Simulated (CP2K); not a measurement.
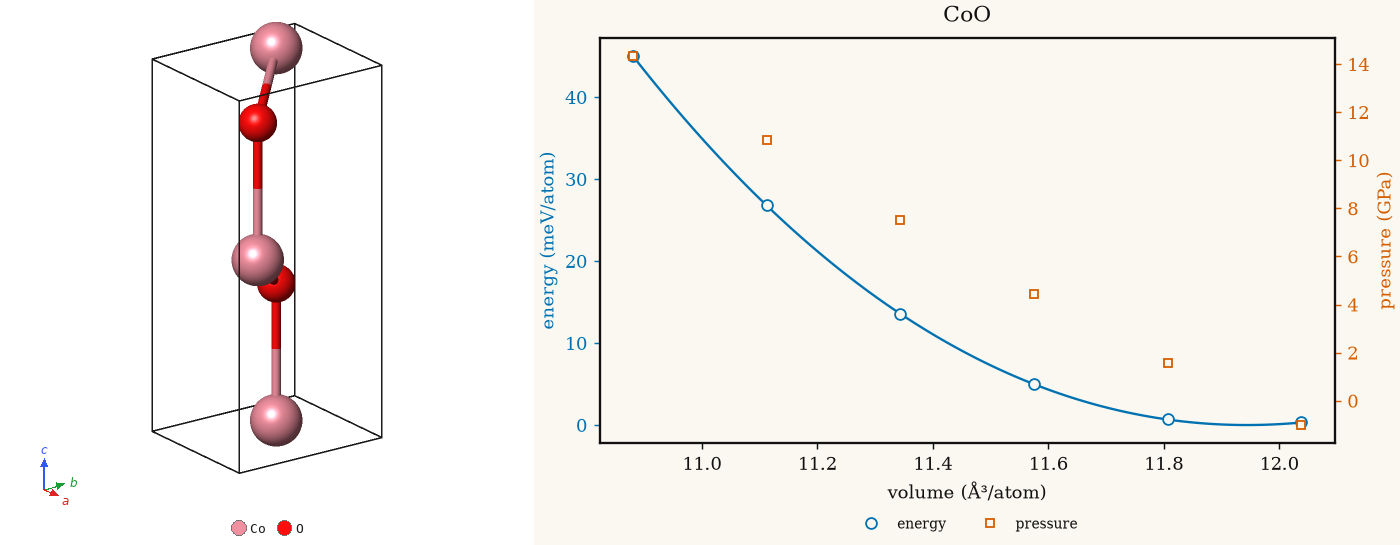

Method: DFT in Gaussian orbitals with a plane-wave density, collinear spins; energies at scaled volumes of the given cell, shape and fractions fixed, counted from the fit's minimum, third-order Birch-Murnaghan fit (CP2K 2026.2). Level: PBE, collinear spin.

```csv
setting,value
k mesh,10×10×5
occupations,Fermi–Dirac
smearing width,0.05 eV
potentials,GTH PBE with UZH TZVP basis
density cutoff,11560 eV
program settings,"ngrids 5, basis sets Co TZVP-MOLOPT-PBE-GTH-q17, basis sets O TZVP-MOLOPT-PBE-GTH-q6, cutoff ry 850 Ry, rel cutoff ry 60 Ry"
```

The given structure:
```xyz
4
Lattice="3.1976 0.0000 0.0000 -1.5988 2.7692 0.0000 0.0000 0.0000 5.2287" Properties=species:S:1:pos:R:3 pbc="T T T"
Co    0.0000    1.8462    2.6319
Co    0.0000    0.0000    0.0182
O     0.0000    1.8462    4.5571
O     0.0000    0.0000    1.9430
```

Caption: Energy and pressure against volume for CoO, space group P6_3mc (No. 186). The conventional cell is drawn beside the plot.

A third-order Birch–Murnaghan fit gives V0 = 11.94 Å³/atom, B0 = 134 GPa and B′ = 3.1. The energy falls from 44.99 meV/atom at volume 10.88 Å³/atom to 0.31 meV/atom at 12.04 Å³/atom. The pressure falls from 14.33 GPa at volume 10.88 Å³/atom to −1.01 GPa at 12.04 Å³/atom, and changes sign near 11.95 Å³/atom.

Note: shape and atomic fractions are frozen while scaling, which makes layered, chain and framework solids too stiff.
